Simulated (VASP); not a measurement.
## MgO: band-structure run (part 2 of 2)

MgO (Fm-3m, 2 atoms in the cell); Kohn-Sham DFT of a periodic cell, PBE with D3(BJ), VASP PAW PBE potentials, recommended, no spin polarisation (VASP 6.6.1); cutoff 520 eV, 12×12×12 k-mesh, Gaussian smearing of 0.03 eV. The structure derives from an entry of the Crystallography Open Database.

Geometry of the input (Å; fractional positions):
```
0.0000  2.0996  2.0996
2.0996  0.0000  2.0996
2.0996  2.0996  0.0000
Mg 0.0000  0.0000  0.0000
O  0.5000  0.5000  0.5000
```

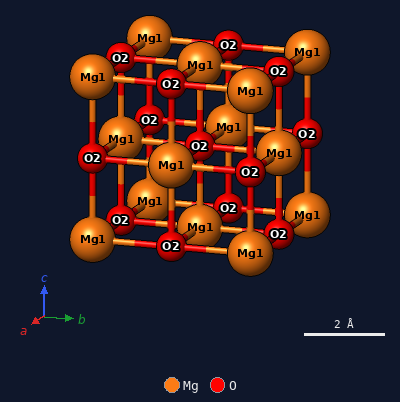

*The structure (ball-and-stick view of the cell 4 times as large as that of the calculation, set on its symmetry axes, seen slightly off an axis; atoms are numbered from 1 in the order of the input).*

Parts of OUTCAR, continued:
```
 Subroutine GETGRP returns: Found 48 space group operations
 (whereof 48 operations were pure point group operations)
 out of a pool of 48 trial point group operations.

The static configuration has the point symmetry O_h .

Analysis of symmetry for dynamics (positions and initial velocities):
=====================================================================
 Subroutine PRICEL returns:
 Original cell was already a primitive cell.

 Routine SETGRP: Setting up the symmetry group for a
 face centered cubic supercell.

 Subroutine GETGRP returns: Found 48 space group operations
 (whereof 48 operations were pure point group operations)
 out of a pool of 48 trial point group operations.

The dynamic configuration has the point symmetry O_h .

 Subroutine INISYM returns: Found 48 space group operations
 (whereof 48 operations are pure point group operations),
 and found     1 'primitive' translations

----------------------------------------------------------------------------------------

                                     Primitive cell

  volume of cell :      18.5105

  direct lattice vectors                    reciprocal lattice vectors
     0.000000000  2.099564309  2.099564309    -0.238144646  0.238144646  0.238144646
     2.099564309  0.000000000  2.099564309     0.238144646 -0.238144646  0.238144646
     2.099564309  2.099564309  0.000000000     0.238144646  0.238144646 -0.238144646

  length of vectors
     2.969232321  2.969232321  2.969232321     0.412478627  0.412478627  0.412478627

  position of ions in fractional coordinates (direct lattice)
     0.000000000  0.000000000  0.000000000
     0.500000000  0.500000000  0.500000000

  ion indices of the primitive-cell ions
   primitive index   ion index
                 1           1
                 2           2

----------------------------------------------------------------------------------------

 KPOINTS: Automatic mesh

Automatic generation of k-mesh.
 Grid dimensions read from file:
 generate k-points for:   12   12   12

 Generating k-lattice:

  Cartesian coordinates                     Fractional coordinates (reciprocal lattice)
    -0.019845387  0.019845387  0.019845387     0.083333333  0.000000000  0.000000000
     0.019845387 -0.019845387  0.019845387     0.000000000  0.083333333  0.000000000
     0.019845387  0.019845387 -0.019845387     0.000000000  0.000000000  0.083333333

  Length of vectors
     0.034373219  0.034373219  0.034373219

  Shift w.r.t. Gamma in fractional coordinates (k-lattice)
     0.000000000  0.000000000  0.000000000

 Subroutine IBZKPT returns following result:
 ===========================================

 Found     72 irreducible k-points:

 Following reciprocal coordinates:
            Coordinates               Weight
  0.000000  0.000000  0.000000      1.000000
  0.083333  0.000000  0.000000      8.000000
  0.166667  0.000000  0.000000      8.000000
  0.250000  0.000000  0.000000      8.000000
  0.333333  0.000000  0.000000      8.000000
  0.416667  0.000000  0.000000      8.000000
  0.500000  0.000000  0.000000      4.000000
  0.083333  0.083333  0.000000      6.000000
  0.166667  0.083333  0.000000     24.000000
  0.250000  0.083333  0.000000     24.000000
  0.333333  0.083333  0.000000     24.000000
  0.416667  0.083333  0.000000     24.000000
  0.500000  0.083333  0.000000     24.000000
 -0.416667  0.083333  0.000000     24.000000
 -0.333333  0.083333  0.000000     24.000000
 -0.250000  0.083333  0.000000     24.000000
 -0.166667  0.083333  0.000000     24.000000
 -0.083333  0.083333  0.000000     12.000000
  0.166667  0.166667  0.000000      6.000000
  0.250000  0.166667  0.000000     24.000000
  0.333333  0.166667  0.000000     24.000000
  0.416667  0.166667  0.000000     24.000000
  0.500000  0.166667  0.000000     24.000000
 -0.416667  0.166667  0.000000     24.000000
 [... further k-points ...]
   k-points           NKPTS =     72   k-points in BZ     NKDIM =     72   number of bands    NBANDS=     11
   number of dos      NEDOS =    301   number of ions     NIONS =      2
   total plane-waves  NPLWV =  13824
   dimension x,y,z NGX =    24 NGY =   24 NGZ =   24
   dimension x,y,z NGXF=    48 NGYF=   48 NGZF=   48
   ions per type =               1   1
   NGX,Y,Z   is equivalent  to a cutoff of  13.44, 13.44, 13.44 a.u.
   NGXF,Y,Z  is equivalent  to a cutoff of  26.87, 26.87, 26.87 a.u.
 SYSTEM =  unknown system
   PREC   = accura    normal or accurate (medium, high low for compatibility)
   ISTART =      0    job   : 0-new  1-cont  2-samecut
   ICHARG =      2    charge: 1-file 2-atom 10-const
   ISPIN  =      1    spin polarized calculation?
   LNONCOLLINEAR =      F non collinear calculations
   LSORBIT =      F    spin-orbit coupling
   LASPH  =      T    aspherical Exc in radial PAW
   ENCUT  =  520.0 eV  38.22 Ry    6.18 a.u.   5.52  5.52  5.52*2*pi/ulx,y,z
   NELM   =     80;   NELMIN=  2; NELMDL= -5     # of ELM steps
   EDIFF  = 0.1E-06   stopping-criterion for ELM
   LREAL  =      F    real-space projection
   EDIFFG = 0.1E-05   stopping-criterion for IOM
   NSW    =      0    number of steps for IOM
   IBRION =     -1    ionic relax: 0-MD 1-quasi-New 2-CG
   NFREE  =      0    steps in history (QN), initial steepest desc. (CG)
   ISIF   =      2    stress and relaxation
   ISYM   =      2    0-nonsym 1-usesym 2-fastsym
   POTIM  = 0.5000    time-step for ionic-motion
   TEBEG  =    0.0;   TEEND  =   0.0 temperature during run
   PSTRESS=    0.0 pullay stress
   NELECT =       8.0000    total number of electrons
   NUPDOWN=      -1.0000    fix difference up-down
   EMIN   =  10.00;   EMAX   =-10.00  energy-range for DOS
   EFERMI =   0.00;   METHOD = LEGACY
   ISMEAR =     0;   SIGMA  =   0.03  broadening in eV -4-tet -1-fermi 0-gaus
   EFERMI_NEDOS =   21; number of points for ismear=-14 and -15
   IALGO  =     38    algorithm
   IMIX   =      4    mixing-type and parameters
     AMIX     =   0.40;   BMIX     =  1.00
     AMIX_MAG =   1.60;   BMIX_MAG =  1.00
  volume/ion in A,a.u.               =       9.26        62.46
  Fermi-wavevector in a.u.,A,eV,Ry     =   1.237748  2.339005 20.844407  1.532021
  Thomas-Fermi vector in A             =   2.372302
   LORBIT       =      0    0 simple, 1 ext, 2 COOP (PROOUT), +10 PAW based schemes
   GGA     = PE    functional components
   LHFCALC =     F    Hartree Fock is set to
   AEXX    =    0.0000 exact exchange contribution
   IVDW    =    12    specifies the selected vdW correction
   LEPSILON=     F    determine dielectric tensor
   LRPA    =     F    only Hartree local field effects (RPA)
 non-spin polarized calculation
 Gauss-broadening in eV      SIGMA  =   0.03
  energy-cutoff  :      520.00
  volume of cell :       18.51
 maximum number of plane-waves:       531
 NGX is ok and might be reduce to    24
   NGX = 11   NGY = 11   NGZ = 11

 number of electron       8.0000004 magnetization

 Free energy of the ion-electron system (eV)
  ---------------------------------------------------
  ext. energy  EPLUGINS =         0.00000000
  ---------------------------------------------------
  free energy    TOTEN  =       -11.90024891 eV

  energy without entropy =      -11.90024891  energy(sigma->0) =      -11.90024891

 the core state eigenenergies are
   1-  1s  -1248.5730  2s    -69.0425  2p    -35.7957
   2-  1s   -499.8586

 E-fermi :   3.4824     XC(G=0): -11.1224     alpha+bet :-13.2827

 val. band max:        3.2564669034   @ k =   0.0000   0.0000   0.0000
 cond. band min:       8.0732917619   @ k =   0.0000   0.0000   0.0000
 fundamental gap:      4.8168248585
 Fermi energy:         3.4823622818

 k-point     1 :       0.0000    0.0000    0.0000
  band No.  band energies     occupation
      1     -14.0546      2.00000
      2       3.2565      2.00000
      3       3.2565      2.00000
      4       3.2565      2.00000
      5       8.0733      0.00000
      6      19.1086      0.00000
      7      19.1086      0.00000
      8      19.1086      0.00000
      9      23.0497      0.00000
     10      24.8348      0.00000
     11      24.8348      0.00000

 k-point     2 :       0.0833    0.0000    0.0000
  band No.  band energies     occupation
      1     -13.9795      2.00000
      2       2.7845      2.00000
      3       3.2082      2.00000
      4       3.2082      2.00000
      5       8.5282      0.00000
      6      18.1476      0.00000
      7      19.2814      0.00000
      8      19.2814      0.00000
      9      24.2861      0.00000
     10      24.2861      0.00000
     11      24.3338      0.00000

 k-point     3 :       0.1667    0.0000    0.0000
  band No.  band energies     occupation
      1     -13.7670      2.00000
      2       1.7401      2.00000
      3       3.0794      2.00000
      4       3.0794      2.00000
      5       9.4949      0.00000
      6      16.7764      0.00000
      7      19.6911      0.00000
      8      19.6911      0.00000
      9      23.5673      0.00000
     10      23.5673      0.00000
     11      25.6821      0.00000

 k-point     4 :       0.2500    0.0000    0.0000
  band No.  band energies     occupation
      1     -13.4571      2.00000
      2       0.5803      2.00000
      3       2.9104      2.00000
      4       2.9104      2.00000
      5      10.4296      0.00000
      6      15.8914      0.00000
      7      19.9861      0.00000
      8      19.9861      0.00000
      9      23.4923      0.00000
     10      23.4923      0.00000
     11      25.4019      0.00000

 k-point     5 :       0.3333    0.0000    0.0000
  band No.  band energies     occupation
      1     -13.1194      2.00000
      2      -0.4414      2.00000
      3       2.7486      2.00000
      4       2.7486      2.00000
      5      10.9974      0.00000
      6      15.6572      0.00000
      7      19.9222      0.00000
      8      19.9222      0.00000
      9      24.2626      0.00000
     10      24.2626      0.00000
     11      24.8387      0.00000

 [... the levels of 15 k-points are left out ...]

 k-point    21 :       0.3333    0.1667    0.0000
  band No.  band energies     occupation
      1     -13.1648      2.00000
      2       0.1500      2.00000
      3       2.3812      2.00000
      4       2.5320      2.00000
      5      11.6436      0.00000
      6      14.8366      0.00000
      7      18.6586      0.00000

------------------------ aborting loop because EDIFF is reached ----------------------------------------

 Edisp (eV)   -0.59181

 E8    (eV) :    -0.2318

  FORCE on cell =-STRESS in cart. coord.  units (eV):
  Direction    XX          YY          ZZ          XY          YZ          ZX
  --------------------------------------------------------------------------------------
  -------------------------------------------------------------------------------------
  Total       0.03105     0.03105     0.03105    -0.00000     0.00000     0.00000
  in kB       2.68747     2.68747     2.68747    -0.00000     0.00000     0.00000
  external pressure =        2.69 kB  Pullay stress =        0.00 kB

 VOLUME and BASIS-vectors are now :
 -----------------------------------------------------------------------------
  energy-cutoff  :      520.00
  volume of cell :       18.51
      direct lattice vectors                 reciprocal lattice vectors
     0.000000000  2.099564309  2.099564309    -0.238144646  0.238144646  0.238144646
     2.099564309  0.000000000  2.099564309     0.238144646 -0.238144646  0.238144646
     2.099564309  2.099564309  0.000000000     0.238144646  0.238144646 -0.238144646

 POSITION                                       TOTAL-FORCE (eV/Angst)
 -----------------------------------------------------------------------------------
      0.00000      0.00000      0.00000         0.000000      0.000000     -0.000000
      2.09956      2.09956      2.09956        -0.000000     -0.000000      0.000000
 -----------------------------------------------------------------------------------
    total drift:                               -0.000000     -0.000000      0.000000

  FREE ENERGIE OF THE ION-ELECTRON SYSTEM (eV)
  ---------------------------------------------------
  free  energy   TOTEN  =       -12.4920624296 eV

  energy  without entropy=      -12.4920624296  energy(sigma->0) =      -12.49206243
```

CONTCAR:
```
MgO
   1.00000000000000
     0.0000000000000000    2.0995643090999998    2.0995643090999998
     2.0995643090999998    0.0000000000000000    2.0995643090999998
     2.0995643090999998    2.0995643090999998    0.0000000000000000
  Mg              O
     1     1
Direct
     0.0000000000000000    0.0000000000000000    0.0000000000000000
     0.5000000000000000    0.5000000000000000    0.5000000000000000

  0.00000000E+00  0.00000000E+00  0.00000000E+00
  0.00000000E+00  0.00000000E+00  0.00000000E+00
```
